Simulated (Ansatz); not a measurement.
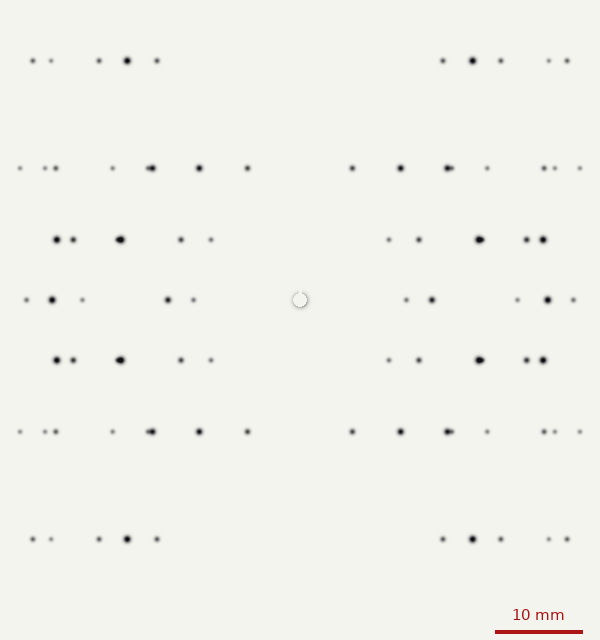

Simulated X-ray rotation photograph: Co Kα radiation (λ = 1.7902 Å), cylindrical film of radius 30.0 mm unrolled, rotation axis vertical and normal to the beam, kinematic intensities without Lorentz or polarisation factors, the film spanning ±63° about the beam; spots down to d = 1.61 Å.

Q: Measure the layer lines and find the identity period along the axis.

A: The first layer line lies 6.9 mm from the equator, so tan ν = 0.231, sin ν = 0.225 and the period is λ/sin ν = 7.95 Å. Further lines follow at 15.1, 27.5 mm.

The crystal is Sb, space group P6_3/mmc (No. 194), a = 5.11 Å, c = 6.09 Å (hexagonal axes). Structure: the geometry relaxed with DFT r2SCAN, scalar-relativistic, plane waves, PAW (Ansatz 0.2.0); the starting structure was generated, so it need not be a known form of this composition.

Q: About which axis was it rotated?

A: About [101] (or an equivalent direction), whose length in the conventional cell is 7.947 Å.
